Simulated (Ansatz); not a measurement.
## Electronic structure of ZnO in real space

Input file:

```
crystal:
  lattice:
    - [0.0, 2.2104878426, 2.2104878426]
    - [2.2104878426, 0.0, 2.2104878426]
    - [2.2104878426, 2.2104878426, 0.0]
  atoms:
    - { symbol: Zn, position: [0.0, 0.0, 0.0] }
    - { symbol: O, position: [0.5, 0.5, 0.5] }
basis:
  ecutwfc: 420
kpoints:
  mp_grid: { grid: [14, 14, 14] }
hamiltonian:
  xc: pbe
scf:
  occupations: { method: gaussian, width: 0.05 }
output:
  forces: true
  stress: true
  eigenvalues: true
  write_density: true
  write_potential: true
  elf: true
  volumetric_format: npy
```

Command:

```sh
ansatz run input.yaml --threads 1 --pin off --max-ram 1331MiB --backend cpu --events-out ev --progress --plain --runs-dir out
```

Below, planes, directions and counts refer to the conventional cell (a = 4.42 Å, b = 4.42 Å, c = 4.42 Å, α = 90.00°, β = 90.00°, γ = 90.00°).

Space group Fm-3m; a structure from a database of computed crystals, not necessarily the ambient phase; changed on purpose from its base cell (strained and moved within the space group); computed pressure about −9 GPa in this cell.

Theory: DFT PBE, scalar-relativistic, plane waves, PAW in Ansatz.

Core electrons are frozen (PAW), and the valence fields are smoothed inside the atomic spheres.

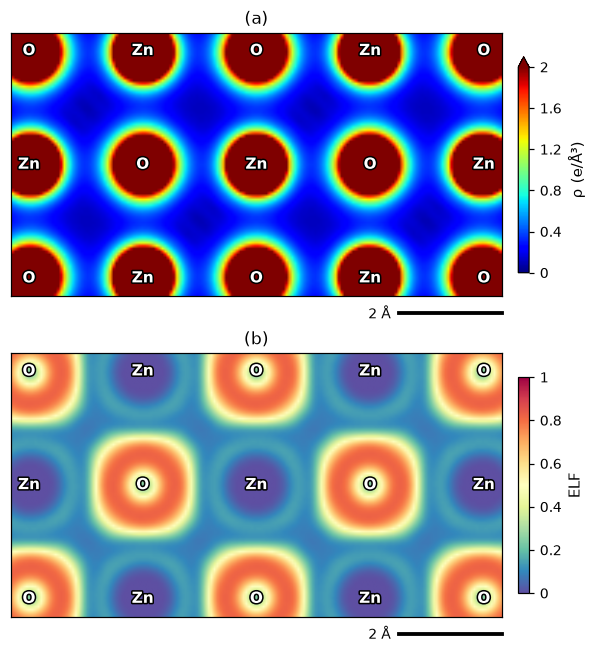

Figure 1. (a) valence electron density; (b) ELF on the (010) plane of the conventional cell.

### Describe what can be read from this map.

Atoms in the plane: Zn and O. Zn–O (2.21 Å): the density is about 0.35 e/Å³ at the midpoint; the ELF peaks at about 0.80 in the valence shell of O, 0.6 Å from its nucleus, and drops to about 0.10 between the two atoms; no localised pair shows between them. Between the atoms the lowest density in this plane is 0.09 e/Å³.

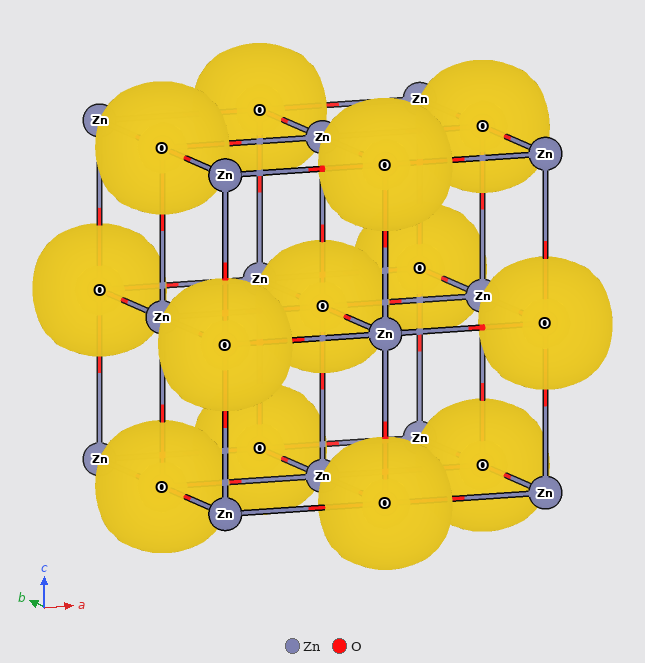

Figure 2. Isosurface of the electron localisation function at 0.65 (yellow), seen slightly off an axis. Core shells and regions of very low density are left out. Sticks mark near contacts.

### Describe the localisation domains.

At this value the surface marks out four regions wrapped around O (the valence shell of each), counted in one cell of 8 atoms. Regions shared between cells count once.

### Does the calculation give a band gap?

It is gapped, with a Kohn–Sham gap of 0.49 eV on the k-point mesh (the band edges may lie off the mesh, which would make the gap smaller).
